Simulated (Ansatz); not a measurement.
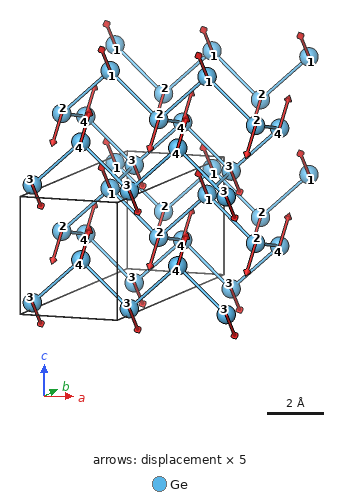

A relaxation of crystalline Ge (a generated structure, set up in Cmce) (coarse preliminary run). The starting structure is drawn; red arrows show the displacements (the part carried along by the change of the cell is left out), 5 times their true length.

A ball-and-stick model of the conventional cell (2 times the calculation's cell), repeated 2 × 1 × 2 with one cell outlined, seen slightly off an axis. Lengths and directions refer to the drawn axes.

Case: As → Ge on all its sites, cell and atoms relaxed.

Method: DFT PBE+D3(BJ), scalar-relativistic, plane waves, PAW in Ansatz.

The input:
```yaml
crystal:
  lattice:
    - [1.8784281405, -5.4448174679, 0.0]
    - [1.8784281405, 5.4448174679, 0.0]
    - [0.0, 0.0, 4.3228343831]
  atoms:
    - { symbol: Ge, position: [0.1126485215, 0.8873514785, 0.9444358992] }
    - { symbol: Ge, position: [0.6126485215, 0.3873514785, 0.5555641008] }
    - { symbol: Ge, position: [0.8873514785, 0.1126485215, 0.0555641008] }
    - { symbol: Ge, position: [0.3873514785, 0.6126485215, 0.4444358992] }
basis:
  ecutwfc: 420
kpoints:
  mp_grid: { grid: [6, 6, 6] }
hamiltonian:
  xc: pbe
  dispersion: d3bj
scf:
  occupations: { method: gaussian, width: 0.1 }
output:
  forces: true
  stress: true
  eigenvalues: true
relax:
  adjacent_minimum: "off"
  f_tol: 0.05
  max_steps: 60
  cell: { stress_tol: 0.5 }
```

Run as
```bash
ansatz run input.yaml --threads 1 --pin off --max-ram 2560MiB --backend cpu --events-out ev --progress --plain --runs-dir out
```

What did the optimiser do to the structure, and how much energy did it gain?

The largest moves relative to the cell, 0.30 Å, are those of Ge1, Ge2, Ge3 and Ge4. Ge2 goes along [0 −1 −3]. The volume changes by −13.8 %, with a 3.757 → 3.866 Å (+2.9 %), b 10.890 → 10.113 Å (−7.1 %), c 4.323 → 3.901 Å (−9.8 %). Among the contacts that change: Ge1–Ge2 3.242 → 2.746 Å, Ge1–Ge2 (another image) 2.521 → 2.746 Å, Ge1–Ge3 2.500 → 2.693 Å. Bond angles that change, for instance: Ge2–Ge1–Ge3 97.4° → 90.0°, Ge2–Ge1–Ge2 96.3° → 89.5°. The space group (tolerance 0.01 Å) goes from Cmce (No. 64) to Fmmm (No. 69). The energy falls by 0.657 eV per cell of the calculation in 9 accepted moves (11 points after the start). The largest force component goes from 0.63 to 0.0019 eV/Å. The pressure goes from 2.82 to −0.08 GPa. The line search rejected the trial step at point 3 of the run. The SCF was repeated once at an unchanged geometry on a basis and grid sized afresh for the cell, which shifted the energy by 2.3 meV per cell of the calculation at most.
